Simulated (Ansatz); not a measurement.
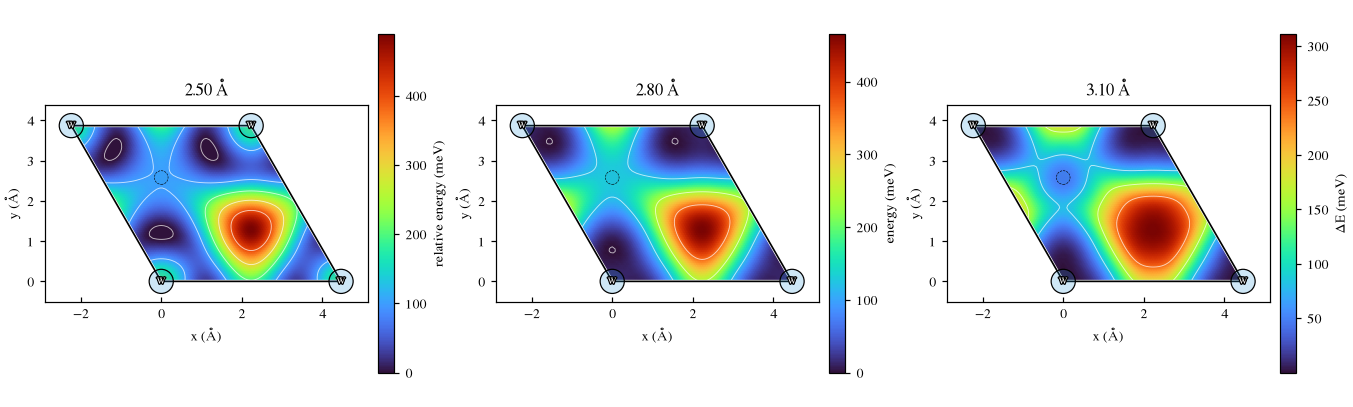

Three maps of one series, each from its own lowest grid point and on its own colour scale; the height changes from map to map. Si on a W(111) slab cut from the Im-3m phase, its upper half relaxed before the scan (6 atoms of substrate and one adsorbate in a 1 × 1 cell). Si is moved over the surface cell at a fixed height above a rigid substrate; the origin of the map has the adsorbate above W6. Places are given modulo a cell vector. The map is drawn in real space over the plane of the surface. Grid: 9 × 9 points. Energies: meV, counted from the lowest grid point. The runs have no spin polarisation, so an open-shell adsorbate far from the surface lies too high. With one adsorbate in each 1 × 1 cell, its nearest image is 4.5 Å away, so neighbouring adsorbates interact. At a fixed height the lowest place need not be the adsorption site. Theory: Ansatz 0.2.0, DFT PBE+D3(BJ), scalar-relativistic, plane waves, PAW. Settings: cutoff 420 eV, k-mesh 6×6×1, gaussian smearing 0.1 eV, no spin polarisation.

The picture shows a smooth colour map with a few white contour lines, labelled circles for the atoms of the top layer and small ones for the second layer, the outline of one cell of the plane. Between grid points the surface is interpolated.

The span runs from the lowest to the highest grid point.

| height | lowest grid point | span (meV) |
| --- | --- | --- |
| 2.50 Å | (1/9, 3/9) of the cell vectors | 488 |
| 2.80 Å | (1/9, 2/9) of the cell vectors | 465 |
| 3.10 Å | the top site over a surface W atom | 311 |

Question: One more map of the series was computed, for the height 3.40 Å. What do you expect for it?

Answer: A straight line of ln(span) against the height through the 3 maps has the slope −0.8 per Å (a decay length of 1.33 Å) and gives 263 meV at 3.40 Å. The computed span is 198 meV, below the fit by 25 %. The lowest grid point is a threefold hollow over a second-layer W atom, unlike the other maps.

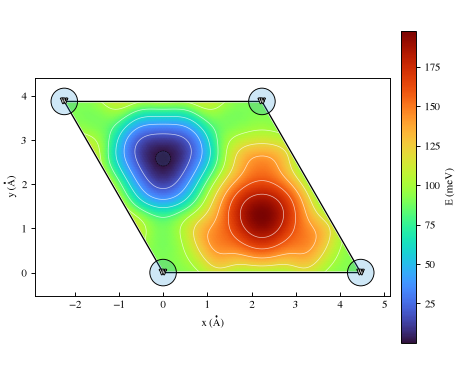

The map for 3.40 Å.

PAW datasets: the set soft_1.
